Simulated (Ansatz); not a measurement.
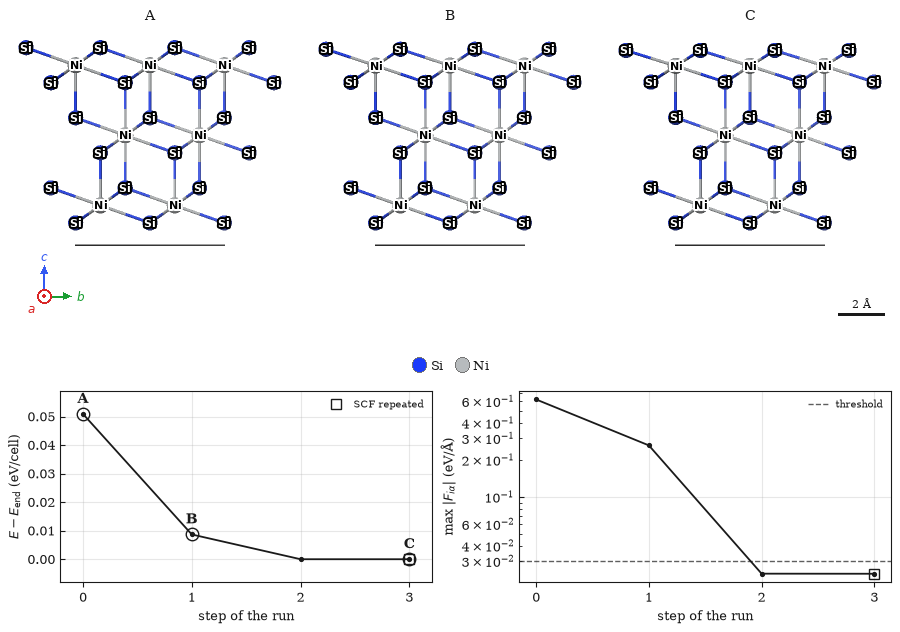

Frames of a constrained relaxation of a slab of composition Si$_{2}$Ni (cut from the Fm-3m phase), marked on the history of the run. A ball-and-stick model of the 1 × 2 repeat of the cell, outlined in the plane, without the vacuum, seen along the a axis.

Case: clean slab, lower half held. The slab is the (1 1 1) face of Si2Ni. 4 atoms are held fixed.

Computed with DFT PBEsol, scalar-relativistic, plane waves, PAW (Ansatz 0.2.0).

The input:
```yaml
crystal:
  lattice:
    - [3.8123023566, 0.0, 0.0]
    - [-1.9061511783, 3.3015506877, 0.0]
    - [0.0, 0.0, 24.781829599]
  atoms:
    - { symbol: Si, position: [0.0, 0.0, 0.3429932389] }
    - { symbol: Ni, position: [0.6666666667, 0.3333333333, 0.3743945911] }
    - { symbol: Si, position: [0.3333333333, 0.6666666667, 0.4057959433] }
    - { symbol: Si, position: [0.6666666667, 0.3333333333, 0.4685986478] }
    - { symbol: Ni, position: [0.3333333333, 0.6666666667, 0.5] }
    - { symbol: Si, position: [0.0, 0.0, 0.5314013522] }
    - { symbol: Si, position: [0.3333333333, 0.6666666667, 0.5942040567] }
    - { symbol: Ni, position: [0.0, 0.0, 0.6256054089] }
    - { symbol: Si, position: [0.6666666667, 0.3333333333, 0.6570067611] }
basis:
  ecutwfc: 420
kpoints:
  mp_grid: { grid: [9, 9, 1] }
hamiltonian:
  xc: pbesol
scf:
  occupations: { method: gaussian, width: 0.1 }
output:
  forces: true
  eigenvalues: true
  write_density: true
  write_potential: true
  elf: true
  volumetric_format: npy
relax:
  adjacent_minimum: "off"
  f_tol: 0.03
  max_steps: 70
  constraints: [{ sites: [0, 1, 2, 3] }]
efield:
  axis: 3
  dipole_correction: true
  ramp_width: 0.04
```

Launched with:
```bash
ansatz run input.yaml --threads 2 --pin off --max-ram 5120MiB --backend cpu --events-out ev --progress --plain --runs-dir out
```

Question: Describe the path.

Answer: Over 2 accepted moves (3 points after the start) the energy falls by 50.9 meV per cell of the calculation. Largest force component: 0.62 eV/Å at the start, 0.024 eV/Å at the end. 1 step only repeated the SCF at the same geometry. The largest move is that of Si9, 0.12 Å along the normal (−c). By element the largest moves are Si 0.12 Å, Ni 0.03 Å. The cell stays as it was. Among the contacts that change: Si6–Ni8 2.335 → 2.293 Å, Ni8–Si9 2.335 → 2.305 Å, Si7–Ni8 2.335 → 2.316 Å, Ni5–Si7 2.335 → 2.352 Å. Bond angles that change, for instance: Ni8–Si9–Ni8 109.5° → 111.6°. From step 0 to 1: Si9 moves most (0.07 Å), energy −42.2 meV per cell of the calculation. From step 1 to 3: Si9 moves most (0.05 Å), energy −8.7 meV per cell of the calculation.

```json
{"step": "0", "E − E(0), meV/atom": "0.00", "largest force component, eV/Å": "0.6208", "note": ""}
{"step": "1", "E − E(0), meV/atom": "-4.69", "largest force component, eV/Å": "0.2626", "note": ""}
{"step": "2", "E − E(0), meV/atom": "-5.65", "largest force component, eV/Å": "0.0237", "note": ""}
{"step": "3", "E − E(0), meV/atom": "-5.65", "largest force component, eV/Å": "0.0237", "note": "same geometry, SCF repeated"}
```
